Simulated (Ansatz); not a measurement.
System: Si3N4.

```yaml
crystal:
  lattice:
    - [6.47470, 0.00000, 0.00000]
    - [0.00000, 6.47470, 0.00000]
    - [0.00000, 0.00000, 6.47470]
  atoms:
    - { symbol: Si, position: [0.87500, 0.00000, 0.25000] }
    - { symbol: Si, position: [0.37500, 0.50000, 0.75000] }
    - { symbol: Si, position: [0.25000, 0.87500, 0.00000] }
    - { symbol: Si, position: [0.75000, 0.37500, 0.50000] }
    - { symbol: Si, position: [0.12500, 0.50000, 0.25000] }
    - { symbol: Si, position: [0.62500, 0.00000, 0.75000] }
    - { symbol: Si, position: [0.25000, 0.12500, 0.50000] }
    - { symbol: Si, position: [0.75000, 0.62500, 0.00000] }
    - { symbol: Si, position: [0.00000, 0.25000, 0.87500] }
    - { symbol: Si, position: [0.50000, 0.75000, 0.37500] }
    - { symbol: Si, position: [0.50000, 0.25000, 0.12500] }
    - { symbol: Si, position: [0.00000, 0.75000, 0.62500] }
    - { symbol: N, position: [0.28140, 0.28140, 0.28140] }
    - { symbol: N, position: [0.78140, 0.78140, 0.78140] }
    - { symbol: N, position: [0.03140, 0.96860, 0.46860] }
    - { symbol: N, position: [0.53140, 0.46860, 0.96860] }
    - { symbol: N, position: [0.71860, 0.21860, 0.28140] }
    - { symbol: N, position: [0.21860, 0.71860, 0.78140] }
    - { symbol: N, position: [0.46860, 0.03140, 0.96860] }
    - { symbol: N, position: [0.96860, 0.53140, 0.46860] }
    - { symbol: N, position: [0.28140, 0.71860, 0.21860] }
    - { symbol: N, position: [0.78140, 0.21860, 0.71860] }
    - { symbol: N, position: [0.03140, 0.03140, 0.03140] }
    - { symbol: N, position: [0.53140, 0.53140, 0.53140] }
    - { symbol: N, position: [0.21860, 0.28140, 0.71860] }
    - { symbol: N, position: [0.71860, 0.78140, 0.21860] }
    - { symbol: N, position: [0.96860, 0.46860, 0.03140] }
    - { symbol: N, position: [0.46860, 0.96860, 0.53140] }
```

Space group I-43d.

Computed with DFT r2SCAN, plane waves, PAW in Ansatz.

> What will maps of the valence pseudo-density and electron localisation function show?

Si–N (1.75 Å): the density is about 1.1 e/Å³ at the midpoint; the ELF peaks at about 0.90 between the atoms; a polar covalent bond.

> Does the calculation give a band gap?

It is gapped, with a Kohn–Sham gap of 4.7 eV on the k-point mesh, an upper bound to the gap of this method.

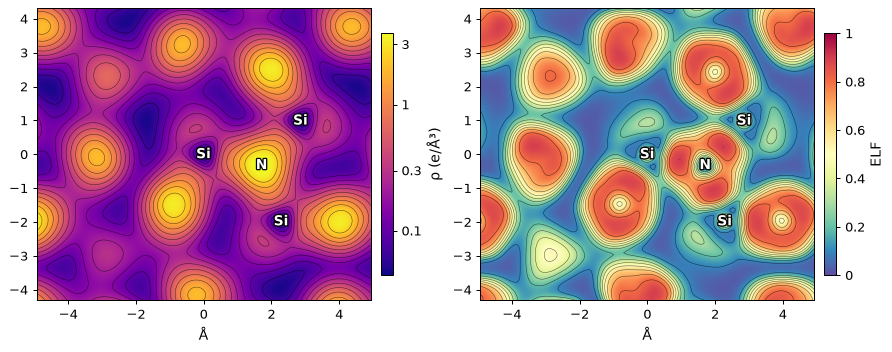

Computed valence pseudo-density and electron localisation function on the (111) plane of the conventional cell, in this order. Atoms just off the plane (Si, 0.9 Å away and N, 0.3 Å away) can leave unmarked features too.
